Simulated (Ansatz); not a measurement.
**Run report: AlAs, single-point calculation (part 1 of 2)**

AlAs (F-43m, 2 atoms in the cell), computed with DFT, HSE06, plane waves, PAW, no spin polarisation (Ansatz 0.2.0).

The structure was built on a prototype by a generator. The geometry comes from this level: r2SCAN.

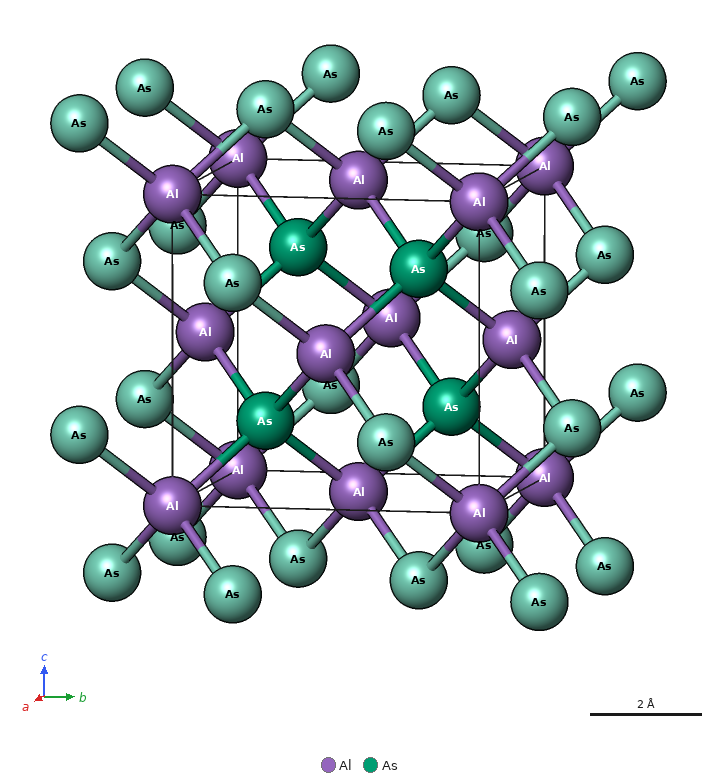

The input geometry (ball-and-stick view of the cell 4 times as large as that of the calculation, set on its symmetry axes, seen slightly off an axis; neighbours outside the cell are drawn fainter). Near neighbours in the crystal (not all of them lie inside the picture): Al has 4 As at 2.46 Å; As has 4 Al at 2.46 Å.

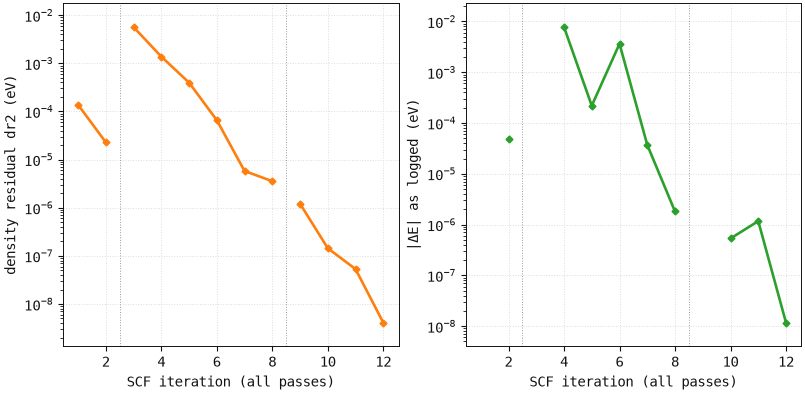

Convergence of the self-consistent field: density residual dr2 and size of the energy change against the SCF iteration. The run starts with a semilocal functional; after that each stretch between dotted lines is one SCF of the hybrid functional between two exact rebuilds of the exchange operator by the outer loop. Early passes are stopped at a loose threshold. The passes take 2, 6 and 4 iterations.

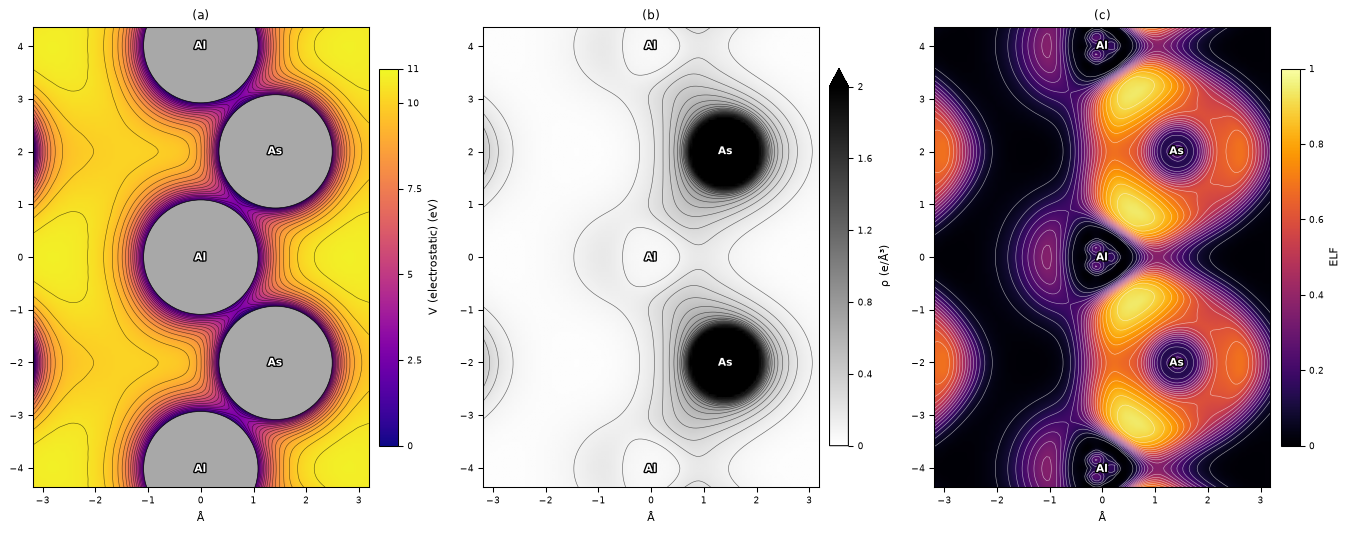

(a) electrostatic potential energy of an electron; (b) valence charge density (pseudo); (c) electron localisation function on the (101) plane of the conventional cell. Grey discs, where drawn, cover atomic cores. The plane passes through Al and As nuclei. Al–As (2.46 Å): the density is about 0.49 e/Å³ at the midpoint; the ELF peaks at about 0.95 between the atoms (localised, shared-pair bonding). Away from the nuclei the density in this plane falls to 0.02 e/Å³ at its lowest. Outside the cores the potential energy rises away from the atoms and is highest about 2.5 Å from the nearest atoms; outside the discs it spans about 10 eV, and its zero is arbitrary. Core electrons are frozen (PAW), so the fields are smoothed inside the atomic spheres.

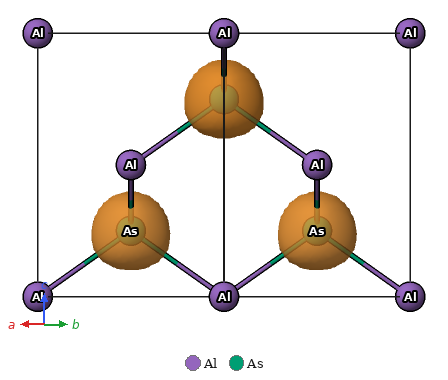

Isosurface of the valence charge density (pseudo) at 0.8 e/Å³ (orange), seen along [110]. Sticks mark near contacts. The outline is the cell set on symmetry axes. At this value the density breaks into separate islands; it holds about 60 % of the electrons treated as valence. It is pinched off along the Al–As (2.46 Å) contacts. On the grid the lowest density along these lines, outside the cores, is 0.37 e/Å³ (Al–As, 2.46 Å).

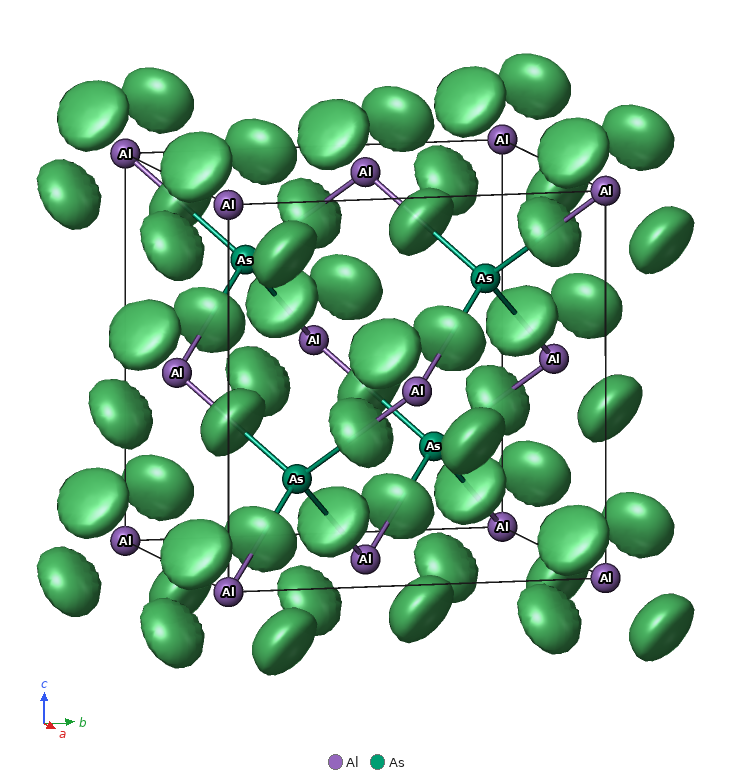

Isosurface of the ELF at 0.85 (green), seen slightly off an axis. Only the valence region is drawn (cores and ρ < 0.01 e/Å³ removed). Sticks mark near contacts. The outline is the cell set on symmetry axes. Along the contacts the grid gives the following.

The input that produced these results follows, with the program's output.

**Input**
```yaml
crystal:
  lattice:
    - [0.0, 2.8389246373, 2.8389246373]
    - [2.8389246373, 0.0, 2.8389246373]
    - [2.8389246373, 2.8389246373, 0.0]
  atoms:
    - { symbol: Al, position: [0.0, 0.0, 0.0] }
    - { symbol: As, position: [0.25, 0.25, 0.25] }
kpoints:
  mp_grid: { grid: [4, 4, 4] }
  band_path:
    path:
      - [0.0, 0.0, 0.0]
      - [-0.5, -0.5, 0.0]
      - [-0.375, -0.375, 0.25]
      - [-0.375, 0.0, 0.375]
      - [0.0, 0.0, 0.5]
      - [-0.5, -0.25, 0.25]
      - [0.0, 0.5, 0.5]
    npoints: 1
hamiltonian:
  xc: hse06
scf:
  occupations: { method: fixed }
  n_extra_bands: 4
output:
  forces: true
  stress: true
  eigenvalues: true
  write_density: true
  write_potential: true
  elf: true
  volumetric_format: npy
```

Command:
```bash
ansatz run input.yaml --threads 4 --pin off --max-ram 5529MiB --backend cpu --events-out ev --progress --plain --runs-dir out
```

**The program's output**
```
Warning: output.stress: scf.convergence.dr2_threshold = 1e-7 eV (the SCF's general default) is looser than the 2e-10 eV advised for a printed stress (1e-10 eV for each atom of the cell: 2). What an SCF threshold leaves in a stress goes as its square root, and in the free energy as the threshold itself, and one threshold admits the most on a small cell: of the crystals measured, under no hybrid functional and no lock of the moments, on runs that ended without the residual-converged pass, on stresses that held no estimate of that error, the worst erred by over 100 MPa in a component at 1e-7 eV an atom and by under 5 at 1e-10. Set scf.convergence.dr2_threshold to 2e-10 eV or tighter. The threshold is an SCF's pass mark: one that does not reach it within its budget of iterations ends unconverged, or closes short of it on a stop that the run arms, and scf.convergence.dr2_threshold's page says what that costs each kind of run
Warning: output.stress: scf.exx.energy_threshold = 1e-6 eV is looser than the 2e-8 eV advised for a stress under a hybrid functional (1e-8 eV for each atom of the cell: 2). Every SCF of the exchange loop can meet its threshold on dr2 while the loop round them stops early: no threshold on dr2 bounds what that leaves in the stress. Set scf.exx.energy_threshold to 2e-8 eV or tighter. The threshold is the loop's pass mark: a loop that does not reach it within its budget of cycles ends unconverged, and scf.exx.energy_threshold's page has the law
scf.n_extra_bands = 4 over 9 filled bands (N_el = 18.0): the run solves 13 bands
Engine: ansatz 0.2.0, aarch64-unknown-linux-gnu
Pseudopotentials: kind: paw
Pseudopotential: Al, paw, valence charge 3, recommended cutoff 420 eV (normal), Al.paw.azcp
Pseudopotential: As, paw, valence charge 15, recommended cutoff 420 eV (normal), As.paw.azcp
Functional definition: HSE06
  parameter a = 0.25
  parameter omega = 0.11/bohr
  exchange = pbe_x - a*pbe_x_sr(omega) + a*exact_x_sr(omega)
  correlation = pbe_c
davidson cushion auto → on  (no smearing: the cushion is to keep the highest requested band from converging to the state above it; pin scf.eigensolver.cushion to override)
Crystal: 2 atoms, lattice volume = 45.761 Å³
Basis set: ecut = 420 eV, 893 PW (Γ), exchange–correlation on 54×54×54 points (8 copies of the dense FFT grid, shifted against one another)
Bands: 13, of which v1, the nominal top of the filled ones, is band 9 counted from 1 (8 counted from 0)
Symmetry: 24 space group operations
Space group: F-43m (ITA 216), of the structure as read, at distance tolerance 3.6e-5 Å
k-points: 8 of 64 (time reversal used)
Non-local potential: Al, projectors of the file, l = 0: 2, l = 1: 2, l = 2: 1
Non-local potential: As, projectors of the file, l = 0: 2, l = 1: 2, l = 2: 3, l = 3: 1
PAW form: soft (Blöchl's): semilocal exchange-correlation on the pseudo side does not see the compensation charge
PAW frozen core: Al, regenerated for the run's functional, and the local potential with it (the file was generated under x = pbe(κ = 0.804, μ = 0.2195149727645171), c = pbe(β = 0.06672455060314922))
PAW frozen core: As, regenerated for the run's functional, and the local potential with it (the file was generated under x = pbe(κ = 0.804, μ = 0.2195149727645171), c = pbe(β = 0.06672455060314922))
PAW one-centre angular grid: Al, 110 points (default); XC on 64 Gauss nodes
PAW one-centre angular grid: As, 590 points (default); XC on 64 Gauss nodes
Initial density: superposition of atomic densities (neutral atoms: chi_scale 0, normalization atom), corrected by the library's trained network
Initial wavefunctions: pseudopotential atomic-orbital guess
Functional: x = pbe(κ = 0.804, μ = 0.2195149727645171), c = pbe(β = 0.06672455060314922), warm-up for x = pbe(κ = 0.804, μ = 0.2195149727645171) + 0.25 (exact − pbe) at short range (hse, ω = 0.20786987370883472 Å⁻¹), c = pbe(β = 0.06672455060314922); HSE06 as pw.x's `hse` composes it (authors' and Libxc's form: `xc: wpbeh`)
SCF iter   1: F=—  HF=-5394.491104 eV  |F-HF|=—  |Δ(HF+E_count)|=         —  Δρ=7.14e-4  dr2=1.38e-4  ethr=1.77e-3  ⟨swp⟩=2.0  Hψ=705  notcnv=0
preconditioner: auto → none  [insulator: Δε(μ)=1.434 eV  Ē_g=9.788 eV  n_scr=14 (ndim 8)  ℏωp=15.5 eV  f_vac=0.006]
SCF iter   2: F=-5394.491194 eV  HF=-5394.491153 eV  |F-HF|=4.07e-5  |Δ(HF+E_count)|=   4.92e-5  Δρ=3.16e-4  dr2=2.29e-5  ethr=7.69e-7  ⟨swp⟩=5.2  Hψ=369  notcnv=0  defer=1
SCF 1 stopped early in 2 iterations: F = -5394.491194 eV  dr2 = 2.29e-5
  greatest PAW one-centre occupation: 0.999 electrons in one spin orbital (limit 2), on the As atom at site 1 (counted from 0), in its partial waves of l = 2
Initial density: handed on by an earlier stage of this run
Initial wavefunctions: those handed on with the density
Functional: x = pbe(κ = 0.804, μ = 0.2195149727645171) + 0.25 (exact − pbe) at short range (hse, ω = 0.20786987370883472 Å⁻¹), c = pbe(β = 0.06672455060314922); HSE06 as pw.x's `hse` composes it (authors' and Libxc's form: `xc: wpbeh`)
Exchange kernel: α = 0.2500, screened, ω = 0.2079 Å⁻¹, Wigner–Seitz truncation, v(0) = 1027.4115 eV·Å³, q-mesh 4×4×4, nearest image of the exchange supercell L = 16.06 Å, pair-density grid 15×15×15, without the augmentation charges, whose exchange is taken in its separable form by FFT convolution over the k-point mesh (sized by the pseudopotential files, 24×24×24 at the most), smooth part of the exact exchange by density-matrix convolution
Frozen-core exchange: fock
```
